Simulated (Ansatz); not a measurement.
**Single-point calculation, with input and output: WS₂ (part 2 of 2)**

The same run, continued: WS₂ (P-3m1, 3 atoms in the cell); DFT, HSE06, plane waves, PAW, no spin polarisation (Ansatz 0.2.0); cutoff 420 eV, 6×6×2 k-mesh, Fermi–Dirac smearing of 0.02 eV. The structure was built on a prototype by a generator. The geometry comes from this level: r2scan-rvv10.

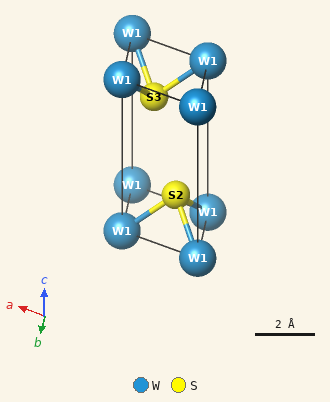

Figure 1. The structure (ball-and-stick view of the cell of the calculation, seen at an oblique angle; atoms are numbered from 1 in the order of the input).

### Output, continued
```
--- Forces (eV/Å), atoms counted from 1 ---
  atom   1  W     -0.00000000     0.00000000     0.00000000
  atom   2  S      0.00000000     0.00000000    -0.20265780
  atom   3  S     -0.00000000    -0.00000000     0.20265780
  max |Σ_I F_I| component: 9.25e-18 eV/Å
--- Stress (GPa, compression-positive) ---
       -2.333659       0.000000       0.000000
        0.000000      -2.333659      -0.000000
        0.000000      -0.000000       1.037973
  P = ⅓ Tr σ = -1.2098 GPa (-12.098 kbar)
--- Band table (eV; the first three rows and the last of 14) ---
  k-point 0: bands = ["-67.4426", "-30.2065", "-30.2065", "-30.2003", "-5.9585", "-3.7859", "2.8320", "6.4763", "6.4763", "9.3109", "10.2728", "10.5942", "10.5942", "10.7424", "10.7424", "15.5139", "15.5139"]
  k-point 1: bands = ["-67.4427", "-30.2064", "-30.2064", "-30.2019", "-5.6501", "-4.3498", "4.1642", "6.5025", "6.5025", "6.7197", "10.5692", "10.5692", "10.5947", "10.5947", "11.6548", "15.8938", "15.8938"]
  k-point 2: bands = ["-67.4380", "-30.3019", "-30.2291", "-30.1838", "-5.4624", "-3.7246", "3.4480", "5.6851", "6.7124", "7.7353", "9.1024", "9.4345", "10.1140", "11.8408", "12.2268", "15.1668", "15.5385"]
  k-point 13: bands = ["-67.4217", "-30.4667", "-30.4667", "-30.1253", "-3.2620", "-3.2620", "4.6193", "4.6193", "4.6593", "6.5552", "6.7357", "6.7357", "12.2028", "12.2028", "12.4843", "16.5490", "16.5490"]
```

### File rho_z.tsv
```
# z_ang	rho[e/angstrom^3]
# format = ansatz-planar-average/11
# lattice	3.228764406	0.000000000	0.000000000
# lattice	-1.614382203	2.796191998	0.000000000
# lattice	0.000000000	0.000000000	5.993645112
# sites	3
# site	74	0.000000000	0.000000000	0.000000000
# site	16	-0.000000000	1.864127999	1.538468420
# site	16	1.614382203	0.932064000	4.455176692
0.000000	1.165089e0
0.133192	1.147752e0
0.266384	1.081568e0
0.399576	9.527256e-1
0.532768	7.871356e-1
0.665961	6.398705e-1
0.799153	5.500185e-1
0.932345	5.166048e-1
1.065537	5.099965e-1
1.198729	5.001959e-1
1.331921	4.776079e-1
1.465113	4.494051e-1
1.598305	4.259107e-1
1.731497	4.088259e-1
1.864690	3.883413e-1
1.997882	3.523862e-1
2.131074	2.979174e-1
2.264266	2.336100e-1
2.397458	1.723634e-1
2.530650	1.231930e-1
2.663842	8.859467e-2
2.797034	6.722094e-2
2.930226	5.710171e-2
3.063419	5.710171e-2
3.196611	6.722094e-2
3.329803	8.859467e-2
3.462995	1.231930e-1
3.596187	1.723634e-1
3.729379	2.336100e-1
3.862571	2.979174e-1
3.995763	3.523862e-1
4.128956	3.883413e-1
4.262148	4.088259e-1
4.395340	4.259107e-1
4.528532	4.494051e-1
4.661724	4.776079e-1
4.794916	5.001959e-1
4.928108	5.099965e-1
5.061300	5.166048e-1
5.194492	5.500185e-1
5.327685	6.398705e-1
5.460877	7.871356e-1
5.594069	9.527256e-1
5.727261	1.081568e0
5.860453	1.147752e0
```

### File v_z.tsv
```
# z_ang	v_es[eV]	v_tot[eV]
# format = ansatz-planar-average/11
# xc	hse06
# density_cutoff_ev	1680
# datasets	W=:simpson_from_first_knot:soft:fock:shift=0	S=:simpson_from_first_knot:soft:fock:shift=0
# lattice	3.228764406	0.000000000	0.000000000
# lattice	-1.614382203	2.796191998	0.000000000
# lattice	0.000000000	0.000000000	5.993645112
# sites	3
# site	74	0.000000000	0.000000000	0.000000000
# site	16	-0.000000000	1.864127999	1.538468420
# site	16	1.614382203	0.932064000	4.455176692
0.000000	-6.712995e0	-1.856750e1
0.133192	-6.226203e0	-1.800671e1
0.266384	-4.832943e0	-1.639657e1
0.399576	-2.733451e0	-1.396089e1
0.532768	-2.582370e-1	-1.109494e1
0.665961	2.084951e0	-8.399902e0
0.799153	3.630126e0	-6.618284e0
0.932345	4.054990e0	-6.074596e0
1.065537	3.707563e0	-6.413356e0
1.198729	3.301764e0	-6.919238e0
1.331921	3.178694e0	-7.142189e0
1.465113	3.289865e0	-7.005489e0
1.598305	3.602012e0	-6.486067e0
1.731497	4.181615e0	-5.511054e0
1.864690	5.203085e0	-3.953800e0
1.997882	6.867974e0	-1.703408e0
2.131074	9.114907e0	1.131150e0
2.264266	1.143593e1	4.075581e0
2.397458	1.324925e1	6.523938e0
2.530650	1.439293e1	8.247529e0
2.663842	1.508550e1	9.455520e0
2.797034	1.549100e1	1.026613e1
2.930226	1.567678e1	1.066269e1
3.063419	1.567678e1	1.066269e1
3.196611	1.549100e1	1.026613e1
3.329803	1.508550e1	9.455520e0
3.462995	1.439293e1	8.247529e0
3.596187	1.324925e1	6.523938e0
3.729379	1.143593e1	4.075581e0
3.862571	9.114907e0	1.131150e0
3.995763	6.867974e0	-1.703408e0
4.128956	5.203085e0	-3.953800e0
4.262148	4.181615e0	-5.511054e0
4.395340	3.602012e0	-6.486067e0
4.528532	3.289865e0	-7.005489e0
4.661724	3.178694e0	-7.142189e0
4.794916	3.301764e0	-6.919238e0
4.928108	3.707563e0	-6.413356e0
5.061300	4.054990e0	-6.074596e0
5.194492	3.630126e0	-6.618284e0
5.327685	2.084951e0	-8.399902e0
5.460877	-2.582370e-1	-1.109494e1
5.594069	-2.733451e0	-1.396089e1
5.727261	-4.832943e0	-1.639657e1
5.860453	-6.226203e0	-1.800671e1
```

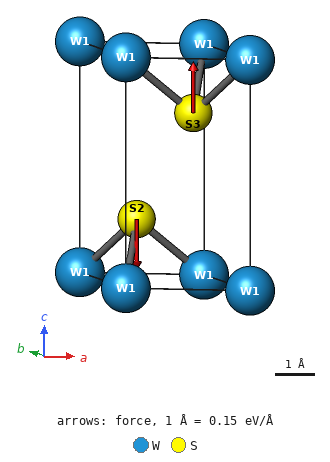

Figure 2. Forces on the atoms as red arrows (ball-and-stick view of the cell of the calculation, seen slightly off an axis; atoms are numbered from 1 in the order of the input). The largest act on S2, S3 (0.20 eV/Å). 

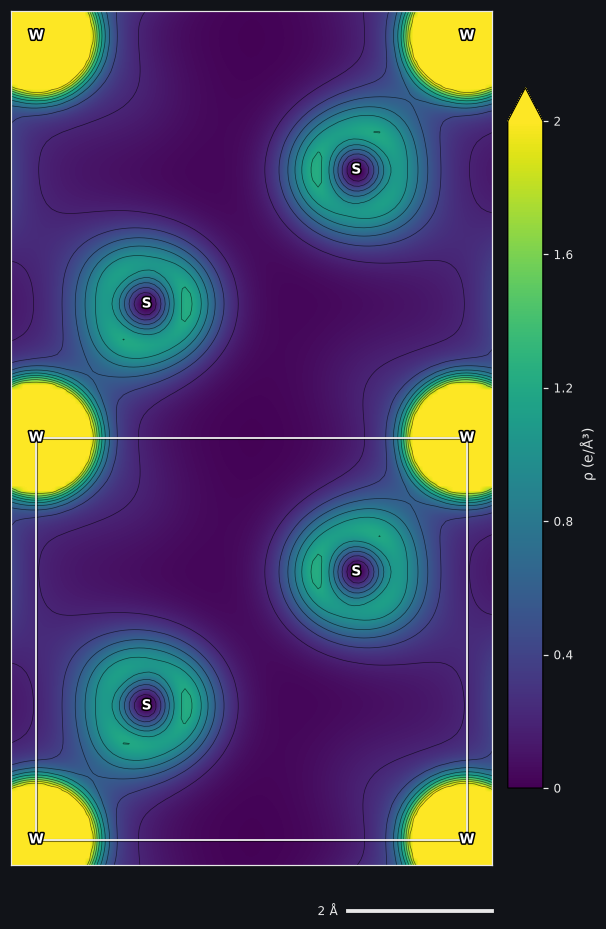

Figure 3. Valence electron density on the (110) plane of the conventional cell. Atoms in the plane: W and S. W–S (2.42 Å): the density is about 0.6 e/Å³ at the midpoint. Away from the nuclei the density in this plane falls to 0.01 e/Å³ at its lowest. The fields are those of the smooth PAW valence density.

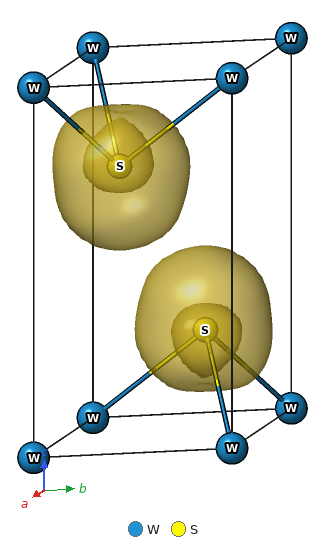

Figure 4. Isosurface of the ELF at 0.7 (yellow), seen slightly off an axis. Core shells and regions of very low density are left out. Sticks mark near contacts. The outline is the cell set on symmetry axes. Values along the shortest contacts: W–S (2.42 Å): the ELF is about 0.40 at the midpoint.

This output came from the following input.

### Input
```yaml
crystal:
  lattice:
    - [3.2287644061, 0.0, 0.0]
    - [-1.6143822031, 2.7961919985, 0.0]
    - [0.0, 0.0, 5.9936451124]
  atoms:
    - { symbol: W, position: [0.0, 0.0, 0.0] }
    - { symbol: S, position: [0.3333333333, 0.6666666667, 0.2566832689] }
    - { symbol: S, position: [0.6666666667, 0.3333333333, 0.7433167311] }
kpoints:
  mp_grid: { grid: [6, 6, 2] }
hamiltonian:
  xc: hse06
scf:
  occupations: { method: fermi_dirac, width: 0.02 }
  n_extra_bands: 4
output:
  forces: true
  stress: true
  eigenvalues: true
  write_density: true
  write_potential: true
  elf: true
  volumetric_format: npy
```

Launch command:
```bash
ansatz run input.yaml --threads 4 --pin off --max-ram 3686MiB --backend cpu --events-out ev --progress --plain --runs-dir out
```

### Key numbers

- outcome: converged
- space group (tolerance 0.01 Å): P-3m1 (164)
- electrons treated: 26
- free energy: −12192.3512 eV
- Fermi energy: 11.649 eV
- band gap: none (metallic)
- pressure: −1.21 GPa
- largest force (length of the vector): 0.203 eV/Å
- hardware: 4 threads of Arm Neoverse N1, 98 GiB of memory available, shared host
- wall time: 15 s (CPU time 48 s)
- peak memory: 0.86 GiB

### Notes

The program warns: the exchange loop's threshold is looser than advised for the stress; the SCF threshold is looser than advised for the printed stress. Spin–orbit coupling is left out, which matters for W. The k-point mesh is coarse for a cell of this size, so the results may not be converged.
